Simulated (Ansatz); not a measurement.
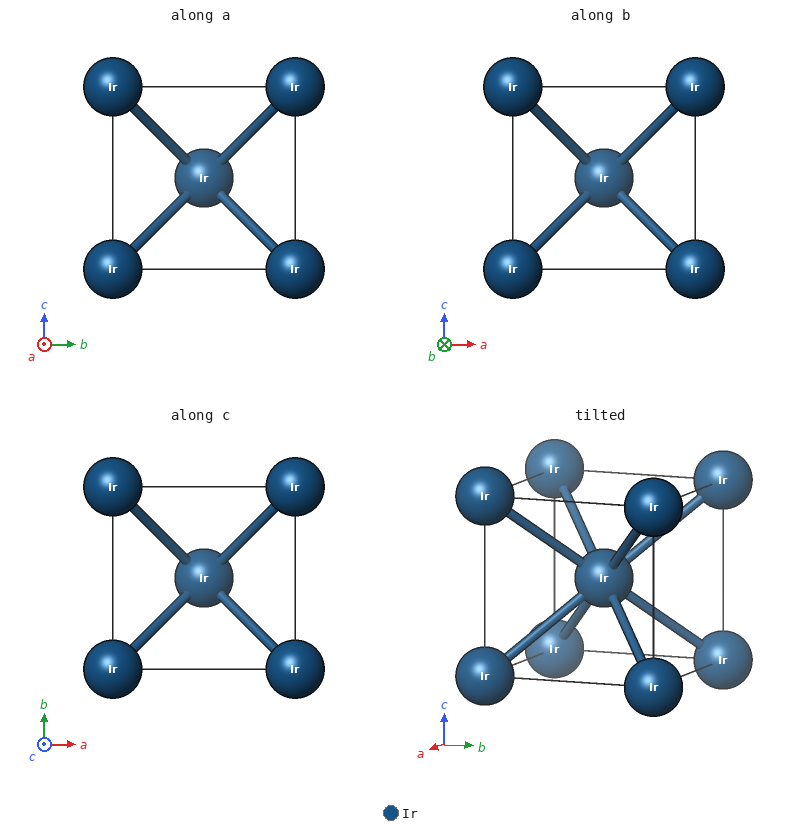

Ball-and-stick representation of a periodic structure, projected along the a axis, along the b axis, along the c axis and slightly off an axis. The conventional unit cell is drawn as a box.

Lattice parameters: a = 3.061 Å, b = 3.061 Å, c = 3.061 Å, α = 90.00°, β = 90.00°, γ = 90.00°. Put a along x and b in the xy plane.

Question: Write down what is shown as a POSCAR file.

Answer:
```
Ir
1.0
     3.061    0.000    0.000
     0.000    3.061    0.000
     0.000    0.000    3.061
Ir
2
Direct
  0.0000 0.0000 0.0000
  0.5000 0.5000 0.5000
```

Starting structure: a structure type filled with this element by a generator (whether the element takes this form wasn't checked). The cell was then strained or its atoms displaced on purpose. It was run through Ansatz as a DFT input.

At this level of theory the cell isn't at rest (compressed, at 9 GPa), so its distances can differ from those at equilibrium, the more so the softer the solid.
